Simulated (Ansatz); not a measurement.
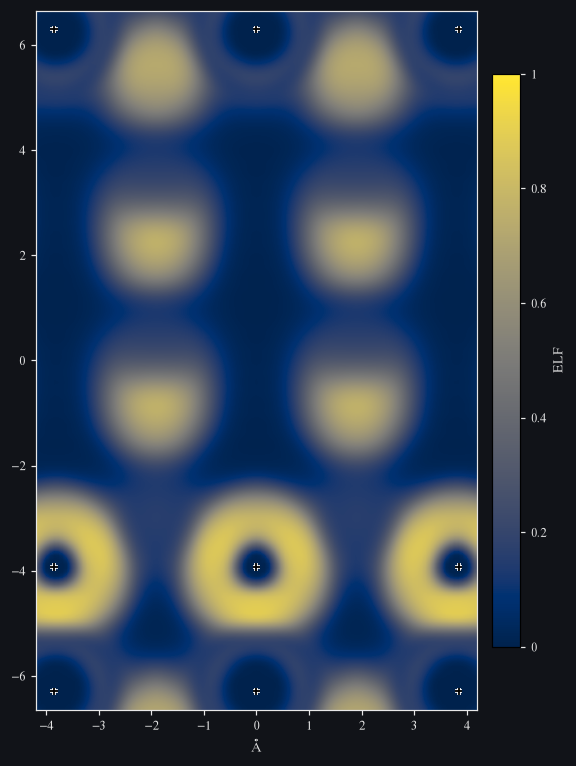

The ELF on a plane through atoms (crosses mark nuclei in the plane).

Level of theory: Ansatz 0.2.0, DFT PBE, scalar-relativistic, plane waves, PAW.

Candidates:
A. Ta, a = 4.22 Å, b = 4.22 Å, c = 4.22 Å, α = 90.00°, β = 90.00°, γ = 90.00°. Space group Fm-3m; computed without spin polarisation.
B. ZnS, a = 3.85 Å, b = 3.85 Å, c = 12.59 Å, α = 90.00°, β = 90.00°, γ = 120.00°. Space group P6₃mc.

> Which system is this?

Candidate B: ZnS on the (100) plane of the conventional cell, which holds Zn and S. Zn–S (2.36 Å): the ELF peaks at about 0.90 in the valence shell of S, 0.9 Å from its nucleus, and is about 0.55 at the midpoint.
